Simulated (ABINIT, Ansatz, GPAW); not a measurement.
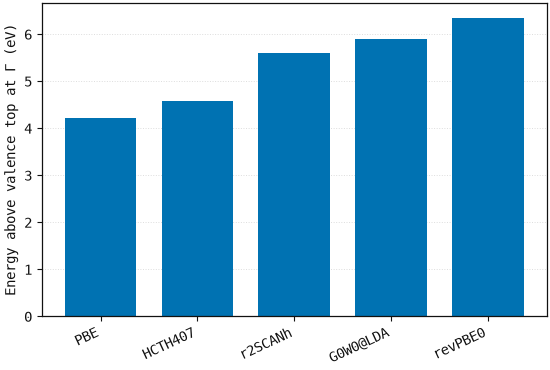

Lowest conduction level at Γ, counted from the valence-band top at Γ, by several methods on one cell of wurtzite AlN, space group P6_3mc (No. 186), 4 atoms in the cell; a = 3.113 Å, c = 4.981 Å (hexagonal axes). All runs are without spin-orbit coupling and carry no moments. The cell is at 4 GPa in PBE.

How do the methods rank at Γ?

From low to high: PBE 4.21, HCTH407 4.58, r2SCANh 5.60, G0W0@LDA 5.90, revPBE0 6.34 eV.

| method | program | Γ (eV) |
| --- | --- | --- |
| PBE | Ansatz | 4.21 |
| HCTH407 | ABINIT | 4.58 |
| r2SCANh | Ansatz | 5.60 |
| G0W0@LDA | GPAW | 5.90 |
| revPBE0 | Ansatz | 6.34 |

Settings. PBE: Ansatz PAW, 10×10×6 k mesh, 420 eV cutoff, Fermi-Dirac smearing of 0.05 eV (Ansatz 0.2.0). HCTH407: JTH PAW PBE v2.0, 10×10×6 k mesh, 680 eV cutoff, Fermi-Dirac smearing of 0.05 eV (ABINIT 10.8.3 (patched build)). r2SCANh: Ansatz PAW, 6×6×3 k mesh, 500 eV cutoff, Fermi-Dirac smearing of 0.05 eV (Ansatz). G0W0@LDA: LDA, the program's PAW data sets (release 1.2.1) made for this functional, 5×5×3 k mesh, 550 eV cutoff, Fermi-Dirac smearing of 0.001 eV (GPAW 26.7.0), G0W0 with response cutoff 100 eV, frequency model plasmon pole and response bands 94, extrapolated in the response cutoff. revPBE0: Ansatz PAW, 6×6×3 k mesh, 420 eV cutoff, Fermi-Dirac smearing of 0.05 eV (Ansatz).

These are five of the 52 methods that were run on this cell. The runs come from different programs and meshes, which adds differences of its own. HCTH407, r2SCANh and revPBE0: the PAW data sets were made with another functional. LDA, GGA and most meta-GGA functionals understate gaps. G0W0@LDA and revPBE0: the k mesh is coarse, so the values aren't converged. r2SCANh: the k mesh is coarse, so the values aren't converged, least of all with exact exchange. G0W0@LDA: the quasiparticle gap is taken among the few k points that were corrected. G0W0@LDA: the long-wavelength limit can be off by a per cent or two.
